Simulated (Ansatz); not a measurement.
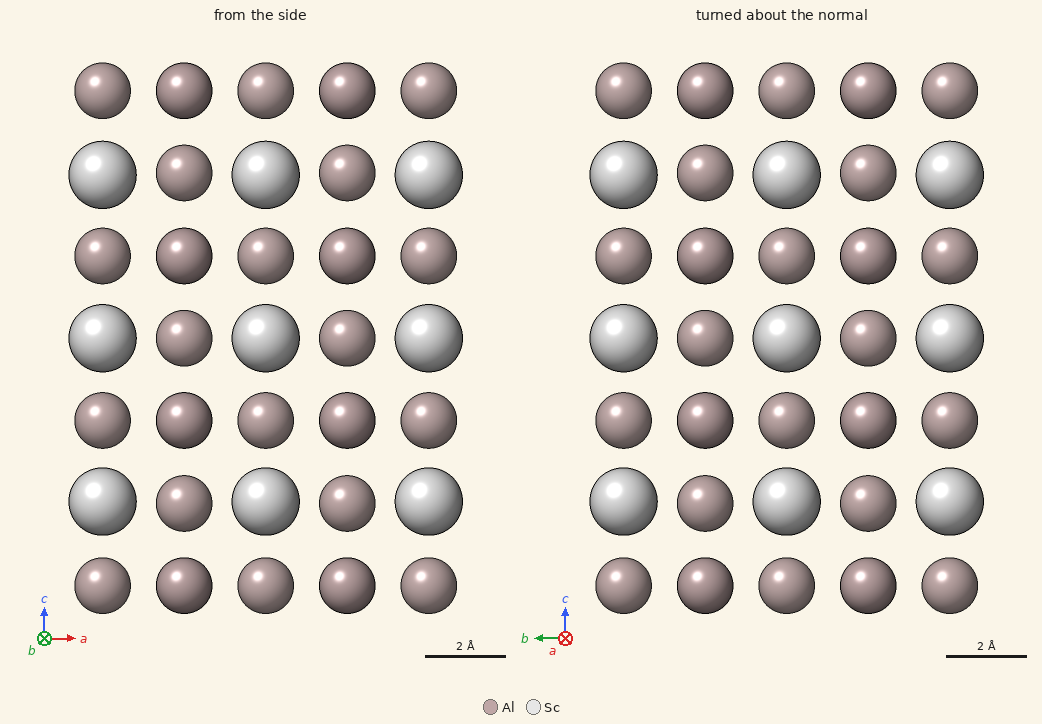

A spheres-only picture of a periodic slab, seen from the side and turned about the normal. The surface normal points up in side views; the vacuum is left out. 2×2 cells are drawn in the plane, with atoms at the edges repeated.

The cell holds 3 Sc, 11 Al. The slab was cut from bulk ScAl3 (Pm-3m).

Q: Which elements lie outermost on each side?

A: The top face ends in Al, the bottom face in Al. The two faces are alike.

Q: Estimate the thickness.

A: About 12 Å from the lowest to the highest atom.

Q: Write the layer sequence, upper face first.

A: Seven planes: Al / ScAl / Al / ScAl / Al / ScAl / Al.

Q: On which plane does the slab lie?

A: (1 0 0).

The cell started as a structure listed in the Materials Project, from which a slab was cut. The atoms were relaxed in a fixed cell with DFT PBE, scalar-relativistic, plane waves, PAW in Ansatz 0.2.0.
